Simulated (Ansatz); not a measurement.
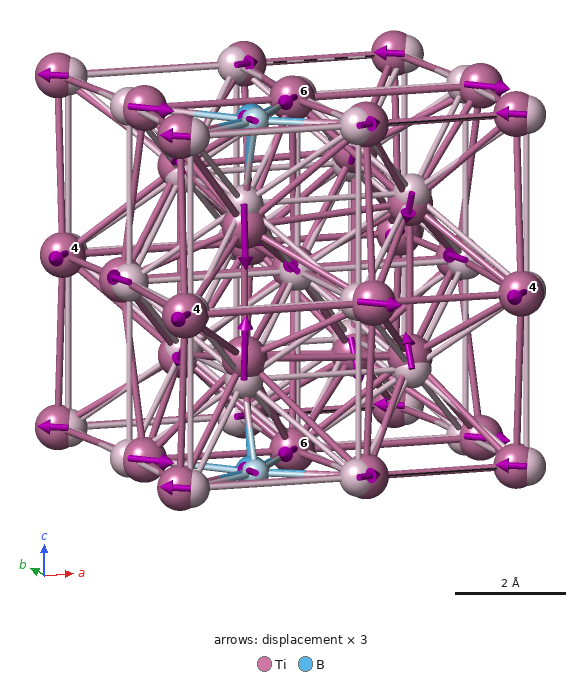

This is a relaxation of a defect cell of composition Ti₁₆B. The starting structure is drawn faded, the final one solid; purple arrows show the displacements, 3 times their true length.

A ball-and-stick model of the cell of the calculation, seen slightly off an axis.

Case: B interstitial, charge +0, atoms relaxed.

These are results of DFT PBE, scalar-relativistic, plane waves, PAW in Ansatz, not measurements.

Input file:
```yaml
crystal:
  lattice:
    - [6.511011052, 0.0, 0.0]
    - [0.0, 6.511011052, 0.0]
    - [0.0, 0.0, 6.511011052]
  atoms:
    - { symbol: Ti, position: [0.0, 0.0, 0.0] }
    - { symbol: Ti, position: [0.5, 0.0, 0.0] }
    - { symbol: Ti, position: [0.0, 0.5, 0.0] }
    - { symbol: Ti, position: [0.0, 0.0, 0.5] }
    - { symbol: Ti, position: [0.25, 0.25, 0.25] }
    - { symbol: Ti, position: [0.5, 0.5, 0.0] }
    - { symbol: Ti, position: [0.5, 0.0, 0.5] }
    - { symbol: Ti, position: [0.75, 0.25, 0.25] }
    - { symbol: Ti, position: [0.0, 0.5, 0.5] }
    - { symbol: Ti, position: [0.25, 0.75, 0.25] }
    - { symbol: Ti, position: [0.25, 0.25, 0.75] }
    - { symbol: Ti, position: [0.5, 0.5, 0.5] }
    - { symbol: Ti, position: [0.75, 0.75, 0.25] }
    - { symbol: Ti, position: [0.75, 0.25, 0.75] }
    - { symbol: Ti, position: [0.25, 0.75, 0.75] }
    - { symbol: Ti, position: [0.75, 0.75, 0.75] }
    - { symbol: B, position: [0.2422577427, 0.1328991118, 0.0058672962] }
basis:
  ecutwfc: 420
  xc_grid: 2
kpoints:
  mp_grid: { grid: [4, 4, 4], shift: [0.5, 0.5, 0.5] }
hamiltonian:
  xc: pbe
scf:
  occupations: { method: gaussian, width: 0.1 }
output:
  forces: true
  stress: false
  eigenvalues: true
  write_density: true
  write_potential: true
  elf: true
  volumetric_format: npy
relax:
  adjacent_minimum: "off"
  f_tol: 0.02
  max_steps: 60
```

Command:
```bash
ansatz run input.yaml --threads 4 --pin off --max-ram 8192MiB --backend cpu --events-out ev --progress --plain --runs-dir out
```

What happened in the run?

Answer. After 7 accepted moves (9 points after the start) the energy has fallen by 3.753 eV per cell of the calculation. The largest force component goes from 5.9 to 0.019 eV/Å. The line search rejected the trial steps at points 4, 7 of the run. The largest moves, 0.41 Å, are those of Ti5 and Ti11. Ti5 goes along +c. Largest moves by element: Ti 0.41 Å, B 0.37 Å. The cell stays as it was. Near-neighbour distances that change, for instance: Ti5–Ti11 3.256 → 2.447 Å, Ti6–B17 2.921 → 2.265 Å, Ti3–B17 2.864 → 2.265 Å, Ti4–Ti9 3.256 → 3.778 Å. New bonds form: Ti5–Ti11 (3.26 → 2.45 Å). Bond angles that change, for instance: Ti5–B17–Ti11 129.7° → 160.2°, Ti6–B17–Ti11 68.4° → 82.3°, Ti5–B17–Ti6 69.0° → 82.4°.

Limits of the set-up: the periodic images lie only 6.5 Å apart, so the values are limited by the cell's size.
